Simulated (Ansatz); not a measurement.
SiC

The calculation's input:

```
crystal:
  lattice:
    - [3.07569415, 0.0, 0.0]
    - [-1.53784707, 2.66362927, 0.0]
    - [0.0, 0.0, 10.07064648]
  atoms:
    - { symbol: Si, position: [0.66666667, 0.33333333, 0.93784198] }
    - { symbol: Si, position: [0.33333333, 0.66666667, 0.43784198] }
    - { symbol: Si, position: [0.0, 0.0, 0.68789438] }
    - { symbol: Si, position: [0.0, 0.0, 0.18789438] }
    - { symbol: C, position: [0.66666667, 0.33333333, 0.74980259] }
    - { symbol: C, position: [0.33333333, 0.66666667, 0.24980259] }
    - { symbol: C, position: [0.0, 0.0, 0.50046005] }
    - { symbol: C, position: [0.0, 0.0, 0.00046005] }
basis:
  ecutwfc: 420
kpoints:
  mp_grid: { grid: [12, 12, 4] }
hamiltonian:
  xc: pbe
scf:
  occupations: { method: gaussian, width: 0.02 }
output:
  forces: true
  stress: true
  eigenvalues: true
  write_density: true
  write_potential: true
  elf: true
  volumetric_format: npy
relax:
  adjacent_minimum: "off"
  f_tol: 0.005
  max_steps: 80
  cell: { stress_tol: 0.05 }
```

Command:

```sh
ansatz run input.yaml --threads 4 --pin off --max-ram 8192MiB --backend cpu --events-out ev --progress --plain --runs-dir out
```

Below, planes, directions and counts refer to the conventional cell (a = 3.09 Å, b = 3.09 Å, c = 10.13 Å, α = 90.00°, β = 90.00°, γ = 120.00°).

The fields are those of the relaxed geometry.

Space group P6₃mc; a structure from a database of computed crystals, not necessarily the ambient phase.

Computed with DFT PBE, scalar-relativistic, plane waves, PAW in Ansatz 0.2.0.

What will maps of the valence pseudo-density and electron localisation function show?

Answer. Si–C (1.90 Å): ρ is about 0.86 e/Å³ halfway; the ELF peaks at about 0.95 between the atoms (localised, covalent bonding).

Does the calculation give a band gap?

Answer. It is gapped, with a Kohn–Sham gap of 2.2 eV on the k-point mesh (the band edges may lie off the mesh, which would make the gap smaller).

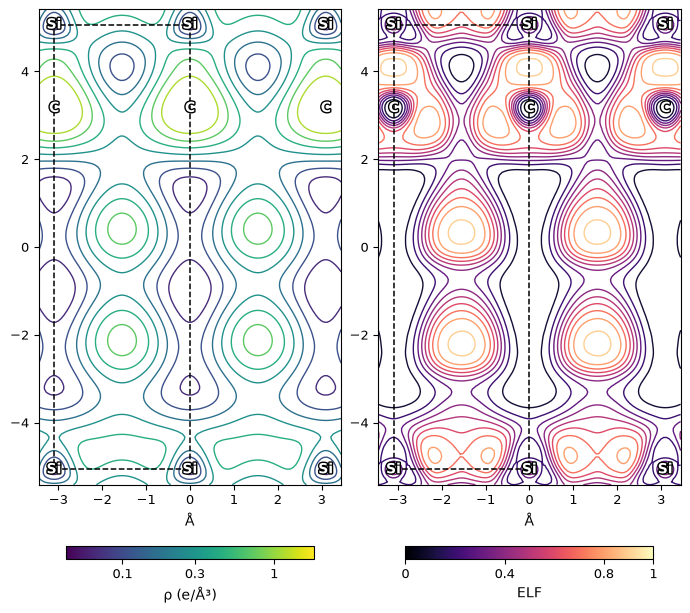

Computed valence pseudo-density and electron localisation function on the (100) plane of the conventional cell, in this order. Atoms just off the plane (Si, 0.9 Å away and C, 0.9 Å away) can leave unmarked features too.

Core electrons are frozen (PAW), and the valence fields are smoothed inside the atomic spheres.
